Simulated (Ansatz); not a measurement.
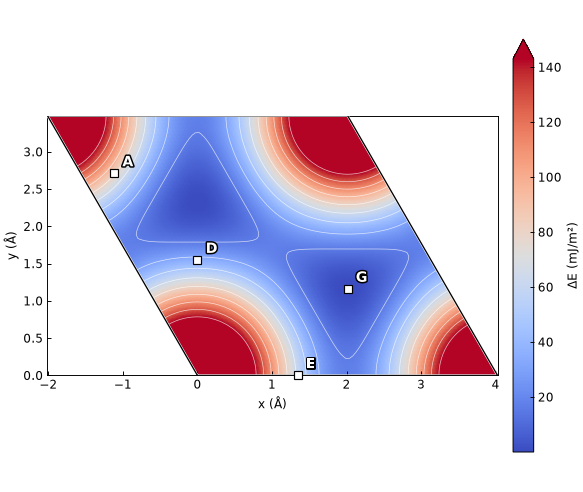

A bilayer of two InSe sheets (8 atoms in the cell). The upper layer of a bilayer is slid over the lower one; relaxed at each slide: nothing; the origin of the map has Se5 above Se4; the distance between the facing planes is held at 3.16 Å. Places are given modulo a cell vector. The map is drawn in real space over the plane of the slide. The grid has 9 × 9 points; 12 points were computed and 69 follow by symmetry. Energies are in mJ/m², from the lowest grid point. At a held distance the lowest stacking need not be the one that binds best once the distance relaxes. The calculation used Ansatz 0.2.0, DFT PBE+D3(BJ), scalar-relativistic, plane waves, PAW. Settings: cutoff 420 eV, k-mesh 9×9×1, gaussian smearing 0.05 eV, no spin polarisation.

The picture shows a smooth colour map with a few white contour lines, the outline of one cell of the plane, one colour for all values above the top of the scale, lettered points. Between grid points the surface is interpolated.

### Is D the lowest point of the computed grid?

No. D lies 36 mJ/m² above the lowest grid point, which is at (3/9, 6/9) of the cell vectors.

### What kind of point is each of A, D, E, G: minimum, saddle, maximum or slope?

A: on a slope; D: on a slope; E: on a slope; G: minimum. (In these two coordinates alone; a stationary point may lie a little off the grid point.)

### Rank the lettered points by energy, lowest first.

G (0 mJ/m²), D (36 mJ/m²), E (61 mJ/m²), A (82 mJ/m²).

PAW datasets: the set soft_1.
